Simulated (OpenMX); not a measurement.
## TiAl: 7 runs along one coordinate

System: TiAl (2 atoms in the cell).
Method: Kohn-Sham DFT of a periodic cell, PBE, OpenMX 2013 PBE set, no spin polarisation (OpenMX 3.8.5).

The 7 runs differ only in the geometry, by an even scaling of the cell at fixed fractional positions. The structure derives from a Materials Project entry.

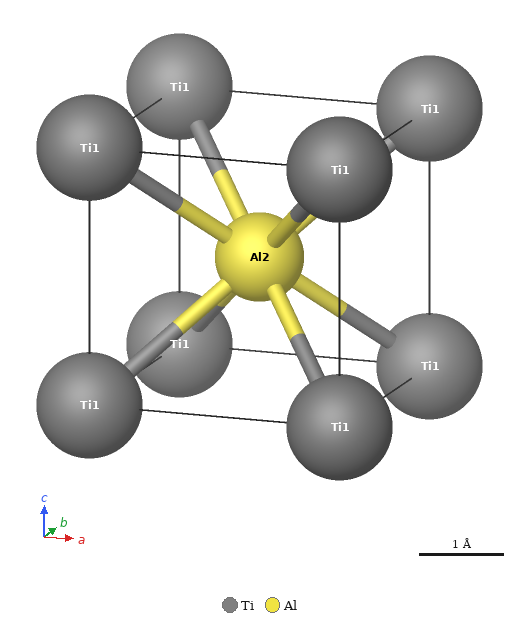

Figure 1. The structure of run 4 (ball-and-stick view of the cell of the calculation, seen slightly off an axis; atoms are numbered from 1 in the order of the input).

### Input of run 4
```
System.CurrrentDirectory             ./
System.Name                          TiAl
DATA.PATH                            ./DFT_DATA13
level.of.stdout                      1
level.of.fileout                     0
Species.Number                       2
<Definition.of.Atomic.Species
  Ti  Ti7.0-s3p2d2           Ti_PBE13
  Al  Al7.0-s2p2d1           Al_PBE13
Definition.of.Atomic.Species>

Atoms.Number                         2
Atoms.SpeciesAndCoordinates.Unit     FRAC
<Atoms.SpeciesAndCoordinates
    1  Ti    0.0000000000    0.0000000000    0.0000000000   6.000  6.000
    2  Al    0.5000000000    0.5000000000    0.5000000000   1.500  1.500
Atoms.SpeciesAndCoordinates>

Atoms.UnitVectors.Unit               Ang
<Atoms.UnitVectors
     3.1790640000    0.0000000000    0.0000000000
     0.0000000000    3.1790640000    0.0000000000
     0.0000000000    0.0000000000    3.1790640000
Atoms.UnitVectors>

scf.XcType                           GGA-PBE
scf.SpinPolarization                 off
scf.ElectronicTemperature            580.226
scf.energycutoff                     400.0
scf.maxIter                          100
scf.EigenvalueSolver                 band
scf.Kgrid                            9 9 9
scf.Mixing.Type                      rmm-diisk
scf.Init.Mixing.Weight               0.05
scf.Min.Mixing.Weight                0.001
scf.Max.Mixing.Weight                0.3
scf.Mixing.History                   25
scf.Mixing.StartPulay                8
scf.criterion                        1.0e-8
scf.stress.tensor                    on
MD.Type                              nomd
```

Command:
```bash
openmx TiAl.dat -nt 1 > TiAl.std
```

Run 3 has the same physical settings and fractional positions; its lattice vectors (Å) are:
```
   3.157727    0.000000    0.000000
   0.000000    3.157727    0.000000
   0.000000    0.000000    3.157727
```

### Results, with one run withheld

```tsv
run	volume per atom (Å³)	free energy per atom, from the lowest run given (meV)
1	15.101	29.60
2	15.422	14.36
3	15.743	?
4	16.065	0.00
5	16.386	0.10
6	16.707	4.14
7	17.028	12.19
```

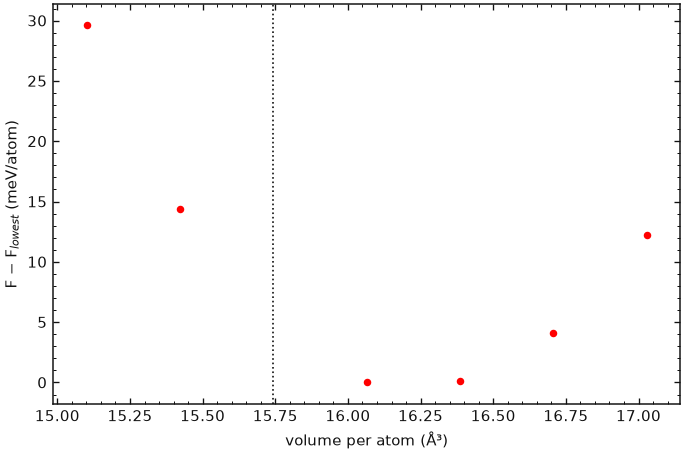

Figure 2. Free energy per atom of the runs given; the dotted line marks run 3.

Fit the runs given and predict run 3.

A cubic polynomial in V^(−2/3) (the Birch–Murnaghan form), fitted to the 6 runs given, misses them by at most 0.07 meV per atom. With x = V^(−2/3) − 0.15688 Å⁻², it reads F = −0.14201 + 879.32 x + 5.1646e+05 x² − 3.7945e+05 x³ (meV per atom). At run 3 it gives 4.67 meV per atom, and the run itself gives 4.56. The fit has its minimum at 16.225 Å³ per atom, where V d²F/dV² gives 111 GPa: the bulk modulus at this level, since symmetry fixes the shape and the positions.

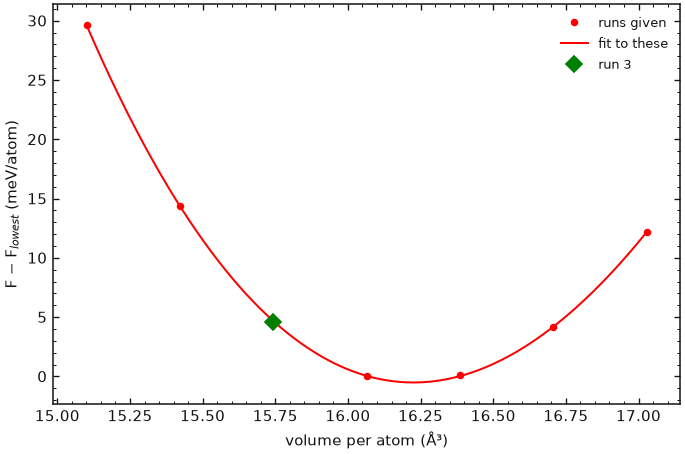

Figure 3. The fit and the withheld run.

### Some lines of the output (run 3)
```
[...]
  Cell_Volume =    212.481144171560 (Bohr^3)
        Total energy (Hartree) at MD = 1
   kloop=0
   kloop=1
   kloop=364
```

Notes: With a small basis of atomic orbitals these values can differ much from converged plane-wave results.
